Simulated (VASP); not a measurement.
SnO (slab)

Input file:

```
SYSTEM = SnO
PREC = Accurate
ENCUT = 520
EDIFF = 1E-7
ISMEAR = 0
SIGMA = 0.05
LREAL = .False.
LASPH = .True.
NELM = 100
ALGO = Fast
ISIF = 2
LWAVE = .False.
LCHARG = .True.
LDIPOL = .True.
IDIPOL = 3
DIPOL = 0.5 0.5 0.401
GGA = PE
IVDW = 12
LELF = .True.
LVHAR = .True.
LVACPOTAV = .True.
NBANDS = 50
```

Command:

```sh
cat potpaw_PBE.64/Sn_d/POTCAR potpaw_PBE.64/O/POTCAR > POTCAR
mpirun -np 1 vasp_std > vasp.out
```

Level of theory: VASP, Kohn-Sham DFT of a periodic cell, PBE with D3(BJ), VASP PAW PBE potentials, recommended.

Question: Predict the valence pseudo-density and electron localisation function between the atoms.

Answer: Sn–O (2.25 Å): the density is about 0.45 e/Å³ at the midpoint; the ELF peaks at about 0.85 in the valence shell of O, 0.6 Å from its nucleus, and drops to about 0.25 between the two atoms; no localised pair shows between them.

Question: Does the calculation make it a metal, or give it a gap?

Answer: It is gapped, with a Kohn–Sham gap of 2.4 eV on the k-point mesh (the band edges may lie off the mesh, which would make the gap smaller).

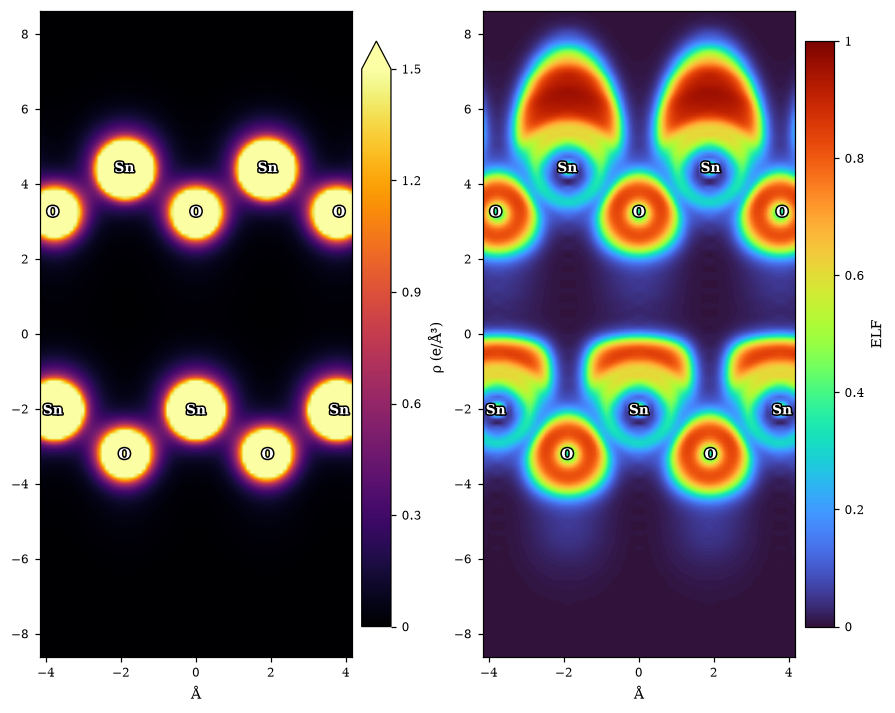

Computed valence pseudo-density and electron localisation function on the (010) plane of the calculation cell, a cut from vacuum to vacuum, in this order. 
